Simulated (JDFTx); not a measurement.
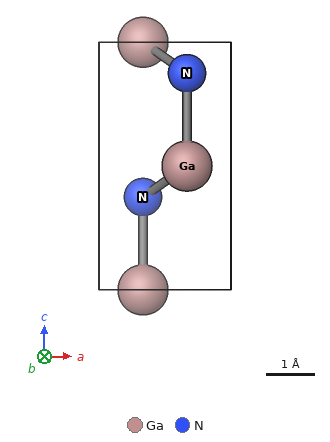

Figure 1. The structure (ball-and-stick view of the cell of the calculation, along the b axis). Near neighbours in the crystal (not all of them lie inside the picture): Ga has 4 N at 1.94 to 1.95 Å; N has 4 Ga at 1.94 to 1.95 Å.

# Run report: GaN, single-point calculation at one volume of an equation of state

The run: single-point calculation at one volume of an equation of state of GaN (P6₃mc, 4 atoms in the cell). Method and program: Kohn-Sham DFT of a periodic cell, PBE, PseudoDojo-SR-PBE-0.5-standard, no spin polarisation (JDFTx 1.7.0 (patched build)).

The structure derives from an entry of the Crystallography Open Database. It belongs to a series of runs on one base structure; here: volume scaled by 1.0.

**The input**
```
lattice \
    6.0093290763    -3.0046645382     0.0000000000 \
    0.0000000000     5.2042316397     0.0000000000 \
    0.0000000000     0.0000000000     9.7623251598
coords-type Lattice
ion Ga     0.6666666667     0.3333333333     0.5000000000 1
ion Ga     0.3333333333     0.6666666667     0.0000000000 1
ion N      0.6666666667     0.3333333333     0.8750000000 1
ion N      0.3333333333     0.6666666667     0.3750000000 1

ion-species pseudo/Ga.upf
ion-species pseudo/N.upf
elec-cutoff 42 336
elec-ex-corr gga-PBE
kpoint-folding 10 10 5
elec-smearing Fermi 0.0018374661
elec-n-bands 25
electronic-SCF nIterations 100 energyDiffThreshold 1e-09
electronic-minimize nIterations 30 energyDiffThreshold 1e-7
forces-output-coords Cartesian

dump-name run.$VAR
dump End Ecomponents EigStats BandEigs Kpoints Forces Stress
```

Launched with:
```bash
jdftx -c 1 -i GaN.in -o GaN.out
```

**The program's output**
```
*************** JDFTx 1.7.0 (patched build) ***************

Input parsed successfully to the following command list (including defaults):
[... the input with its defaults ...]

---------- Setting up symmetries ----------

Found 24 point-group symmetries of the bravais lattice
Found 12 space-group symmetries with basis
Applied RMS atom displacement 3.46949e-10 bohrs to make symmetries exact.

---------- Initializing the Grid ----------
R =
[      6.00933     -3.00466            0  ]
[            0      5.20423            0  ]
[            0            0      9.76233  ]
unit cell volume = 305.306
G =
[    1.04557   0.603661         -0  ]
[          0    1.20732          0  ]
[          0         -0   0.643616  ]
Minimum fftbox size, Smin = [  52  52  84  ]
Chosen fftbox size, S = [  54  54  84  ]

---------- Initializing tighter grid for wavefunction operations ----------
R =
[      6.00933     -3.00466            0  ]
[            0      5.20423            0  ]
[            0            0      9.76233  ]
unit cell volume = 305.306
G =
[    1.04557   0.603661         -0  ]
[          0    1.20732          0  ]
[          0         -0   0.643616  ]
Minimum fftbox size, Smin = [  36  36  60  ]
Chosen fftbox size, S = [  36  36  60  ]

---------- Exchange Correlation functional ----------
Initalized PBE GGA exchange.
Initalized PBE GGA correlation.

---------- Setting up pseudopotentials ----------
Width of ionic core gaussian charges (only for fluid interactions / plotting) set to 0

Reading pseudopotential file 'pseudo/Ga.upf':
  'Ga' pseudopotential, 'PBE' functional
  Generated using ONCVPSP code by D. R. Hamann
  13 valence electrons, 3 orbitals, 6 projectors, 1001 radial grid points, with lMax = 2
    3D    l: 2   occupation: 10.0   eigenvalue: -0.703915
    4S    l: 0   occupation:  2.0   eigenvalue: -0.328859
    4P    l: 1   occupation:  1.0   eigenvalue: -0.094784
  Core radius for overlap checks: 1.84 bohrs.

Reading pseudopotential file 'pseudo/N.upf':
  'N' pseudopotential, 'PBE' functional
  Generated using ONCVPSP code by D. R. Hamann
  5 valence electrons, 2 orbitals, 4 projectors, 1001 radial grid points, with lMax = 1
    2S    l: 0   occupation:  2.0   eigenvalue: -0.682907
    2P    l: 1   occupation:  3.0   eigenvalue: -0.260548
  Core radius for overlap checks: 1.31 bohrs.

Initialized 2 species with 4 total atoms.

Folded 1 k-points by 10x10x5 to 500 k-points.

---------- Setting up k-points, bands, fillings ----------
Adding inversion symmetry to k-mesh for non-inversion-symmetric unit cell.
Reduced to 42 k-points under symmetry.
Computing the number of bands and number of electrons
Calculating initial fillings.
nElectrons:  36.000000   nBands: 25   nStates: 42

----- Setting up reduced wavefunction bases (one per k-point) -----
average nbasis = 3968.638 , ideal nbasis = 3969.208

---------- Setting up ewald sum ----------
Optimum gaussian width for ewald sums = 2.132122 bohr.
Real space sum over 1089 unit cells with max indices [  5  5  4  ]
Reciprocal space sum over 2873 terms with max indices [  6  6  8  ]

---------- Allocating electronic variables ----------
Initializing wave functions:  linear combination of atomic orbitals
Ga pseudo-atom occupations:   s ( 2 )  p ( 1 )  d ( 10 )
N pseudo-atom occupations:   s ( 2 )  p ( 3 )
	FillingsUpdate:  mu: +0.602825565  nElectrons: 36.000000
LCAOMinimize: Iter:   0  F: -153.9014224278722622  |grad|_K:  6.506e-03  alpha:  1.000e+00
	FillingsUpdate:  mu: +0.465562208  nElectrons: 36.000000
LCAOMinimize: Iter:   1  F: -154.1638931681737859  |grad|_K:  4.297e-04  alpha:  3.617e-01  linmin: -3.500e-01  cgtest:  9.403e-01
LCAOMinimize: Encountered beta<0, resetting CG.
[... 6 lines of inner loops ...]
	FillingsUpdate:  mu: +0.456938370  nElectrons: 36.000000
LCAOMinimize: Iter:   5  F: -154.1649564823990772  |grad|_K:  1.463e-08  alpha:  7.479e-01  linmin: -7.984e-02  cgtest:  1.551e-01
LCAOMinimize: Encountered beta<0, resetting CG.
LCAOMinimize: Converged (|Delta F|<1.000000e-06 for 2 iters).

-------- Electronic minimization -----------
Will mix electronic density at each iteration.
	FillingsUpdate:  mu: +0.456938370  nElectrons: 36.000000
	FillingsUpdate:  mu: +0.440711462  nElectrons: 36.000000
SCF: Cycle:  0   F: -154.256160729828707   dF: -9.120e-02   |Residual|: 8.632e-02   |deigs|: 3.504e-02
	FillingsUpdate:  mu: +0.433182566  nElectrons: 36.000000
SCF: Cycle:  1   F: -154.261171388969956   dF: -5.011e-03   |Residual|: 3.230e-02   |deigs|: 5.916e-03
	FillingsUpdate:  mu: +0.433866739  nElectrons: 36.000000
SCF: Cycle:  2   F: -154.261343884864885   dF: -1.725e-04   |Residual|: 1.327e-02   |deigs|: 1.170e-03
	FillingsUpdate:  mu: +0.434894606  nElectrons: 36.000000
SCF: Cycle:  3   F: -154.261370157389564   dF: -2.627e-05   |Residual|: 1.931e-03   |deigs|: 8.139e-04
	FillingsUpdate:  mu: +0.435123906  nElectrons: 36.000000
SCF: Cycle:  4   F: -154.261373902965772   dF: -3.746e-06   |Residual|: 4.524e-04   |deigs|: 5.547e-04
	FillingsUpdate:  mu: +0.435180195  nElectrons: 36.000000
SCF: Cycle:  5   F: -154.261374738741551   dF: -8.358e-07   |Residual|: 2.466e-04   |deigs|: 9.824e-05
	FillingsUpdate:  mu: +0.435213917  nElectrons: 36.000000
SCF: Cycle:  6   F: -154.261375012345013   dF: -2.736e-07   |Residual|: 5.046e-05   |deigs|: 7.438e-05
	FillingsUpdate:  mu: +0.435210891  nElectrons: 36.000000
SCF: Cycle:  7   F: -154.261375121600963   dF: -1.093e-07   |Residual|: 2.945e-05   |deigs|: 1.003e-04
	FillingsUpdate:  mu: +0.435207941  nElectrons: 36.000000
SCF: Cycle:  8   F: -154.261375160446221   dF: -3.885e-08   |Residual|: 1.589e-05   |deigs|: 1.588e-04
	FillingsUpdate:  mu: +0.435208222  nElectrons: 36.000000
SCF: Cycle:  9   F: -154.261375174533754   dF: -1.409e-08   |Residual|: 4.459e-06   |deigs|: 6.468e-05
	FillingsUpdate:  mu: +0.435208220  nElectrons: 36.000000
SCF: Cycle: 10   F: -154.261375180537897   dF: -6.004e-09   |Residual|: 2.228e-06   |deigs|: 6.961e-05
	FillingsUpdate:  mu: +0.435208091  nElectrons: 36.000000
SCF: Cycle: 11   F: -154.261375182417765   dF: -1.880e-09   |Residual|: 2.063e-06   |deigs|: 6.195e-05
	FillingsUpdate:  mu: +0.435207932  nElectrons: 36.000000
SCF: Cycle: 12   F: -154.261375183389248   dF: -9.715e-10   |Residual|: 1.285e-06   |deigs|: 1.018e-04
	FillingsUpdate:  mu: +0.435207746  nElectrons: 36.000000
SCF: Cycle: 13   F: -154.261375183640212   dF: -2.510e-10   |Residual|: 3.022e-07   |deigs|: 5.958e-05
SCF: Converged (|Delta E|<1.000000e-09 for 2 iters).

Setting wave functions to eigenvectors of Hamiltonian

# Stress tensor in Cartesian coordinates [Eh/a0^3]:
[ -0.000229645            0            0  ]
[            0 -0.000229645            0  ]
[            0            0 -0.000302053  ]

# Ionic positions in lattice coordinates:
ion Ga   0.666666666666667   0.333333333333333   0.500000000000000 1
ion Ga   0.333333333333333   0.666666666666667   0.000000000000000 1
ion N   0.666666666666667   0.333333333333333   0.875000000000000 1
ion N   0.333333333333333   0.666666666666667   0.375000000000000 1

# Forces in Cartesian coordinates:
force Ga   0.000000000000000   0.000000000000000  -0.002669132135122 1
force Ga   0.000000000000000  -0.000000000000000  -0.002669132135122 1
force N   0.000000000000000   0.000000000000000   0.002668457656246 1
force N   0.000000000000000  -0.000000000000000   0.002668457656246 1

# Energy components:
   Eewald =     -117.0034741840094341
       EH =       43.5830528035089699
     Eloc =     -113.6490485215238095
      Enl =      -78.8557673291507086
      Exc =      -48.1550188141875495
 Exc_core =       19.4984063092210391
       KE =      140.3204745525025885
-------------------------------------
     Etot =     -154.2613751836389326
       TS =        0.0000000000012679
-------------------------------------
        F =     -154.2613751836402116

IonicMinimize: Iter:   0  F: -154.261375183640212  |grad|_K:  1.541e-03
IonicMinimize: None of the convergence criteria satisfied after 0 iterations.

#--- Lowdin population analysis ---
# oxidation-state Ga +0.844 +0.844
# oxidation-state N -0.813 -0.813

Dumping 'run.eigStats' ...
	eMin: -0.192509 at state 0 ( [ +0.000000 +0.000000 +0.000000 ] spin 0 )
	HOMO: +0.396994 at state 0 ( [ +0.000000 +0.000000 +0.000000 ] spin 0 )
	mu  : +0.435208
	LUMO: +0.470746 at state 0 ( [ +0.000000 +0.000000 +0.000000 ] spin 0 )
	eMax: +0.910299 at state 15 ( [ +0.000000 +0.500000 +0.000000 ] spin 0 )
	HOMO-LUMO gap: +0.073752
	Optical gap  : +0.073752 at state 0 ( [ +0.000000 +0.000000 +0.000000 ] spin 0 )
Done!
```

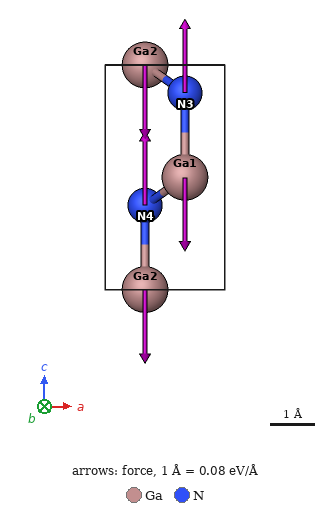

Figure 2. Forces on the atoms as pink arrows (ball-and-stick view of the cell of the calculation, along the b axis; atoms are numbered from 1 in the order of the input). The largest act on Ga1, Ga2 (0.14 eV/Å); N3, N4 (0.14 eV/Å). The geometry is not a stationary point of this energy.

**Key numbers**

| quantity | value |
| --- | --- |
| outcome | converged |
| space group (tolerance 0.01 Å) | P6₃mc (186) |
| electrons treated | 36 |
| free energy | −4197.6659 eV |
| gap on the k-point mesh | 2.01 eV |
| pressure | 7.47 GPa |
| largest force (length of the vector) | 0.137 eV/Å |
| hardware | 1 thread of Arm Neoverse V1, 24 GiB of memory available, shared host |
| wall time | 2.9 min |
| peak memory | 0.26 GiB |

**Remarks**

The cell is under a pressure of 7.5 GPa at this level, so it is not at its equilibrium volume.
